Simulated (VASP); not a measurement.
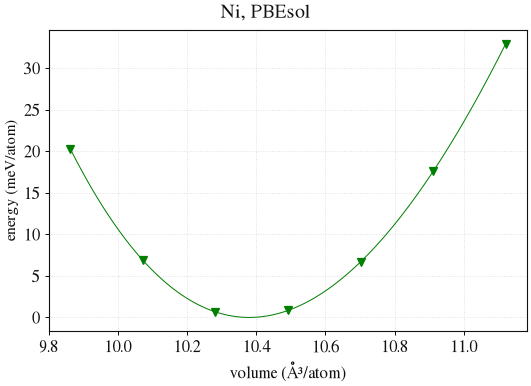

The figure shows the energy against volume for Ni, space group Fm-3m (No. 225).

Starting cell:
```
Ni
1.0
     0.00000    1.73757    1.73757
     1.73757    0.00000    1.73757
     1.73757    1.73757    0.00000
Ni
1
Cartesian
  0.0000 0.0000 0.0000
```

How it was computed, with VASP 6.6.1: plane-wave DFT, collinear spins; energies at scaled volumes of the given cell, shape and fractions fixed, counted from the fit's minimum, third-order Birch-Murnaghan fit. Level: PBEsol, collinear spin.

k mesh 13×13×13; occupations Fermi–Dirac; smearing width 0.05 eV; potentials VASP PAW PBE potentials, recommended; wave cutoff 520 eV.

From this curve and the settings, what does the calculation give for the pressure at the same points?

The pressure falls from 13.22 GPa at volume 9.86 Å³/atom to −13.29 GPa at 11.12 Å³/atom, and changes sign near 10.38 Å³/atom.

```tsv
volume (Å³/atom)	pressure (GPa)
9.86	13.22
10.07	7.39
10.28	2.22
10.49	-2.41
10.70	-6.49
10.91	-10.11
11.12	-13.29
```
